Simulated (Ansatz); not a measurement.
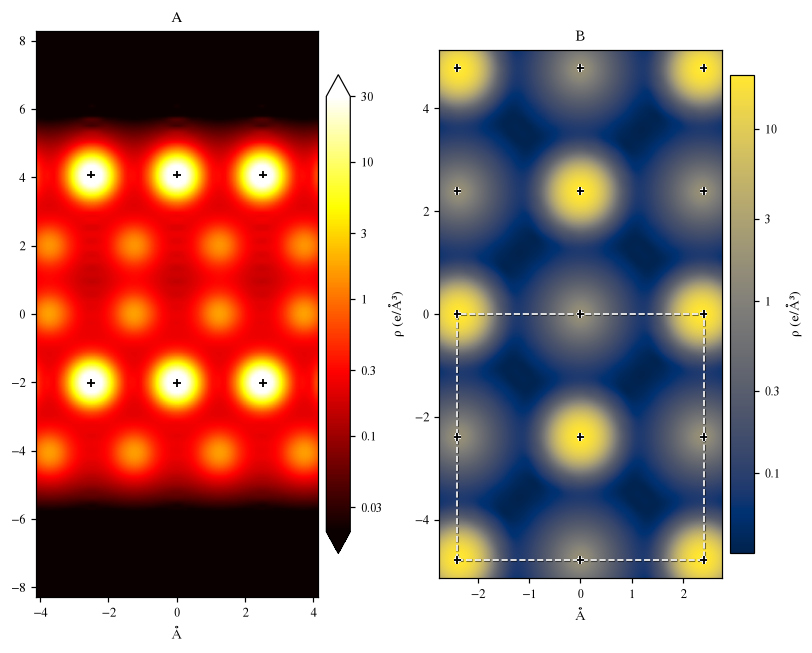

The valence pseudo-density of 2 systems, each on a plane through atoms (crosses mark nuclei in the plane).

All numbers below come from Ansatz 0.2.0, DFT PBEsol, scalar-relativistic, plane waves, PAW.

System 1: Cu (slab), the (100) plane of the calculation cell, a cut from vacuum to vacuum. Computed without spin polarisation.

System 2: NaH, the (001) plane of the conventional cell. Space group Fm-3m.

Match each panel to its system.

Answer. Panel A is system 1, Cu: the plane holds Cu. Cu–Cu (2.52 Å): ρ is about 0.32 e/Å³ halfway. Panel B is system 2, NaH: the plane holds Na and H. Na–H (2.40 Å): ρ is about 0.08 e/Å³ halfway.
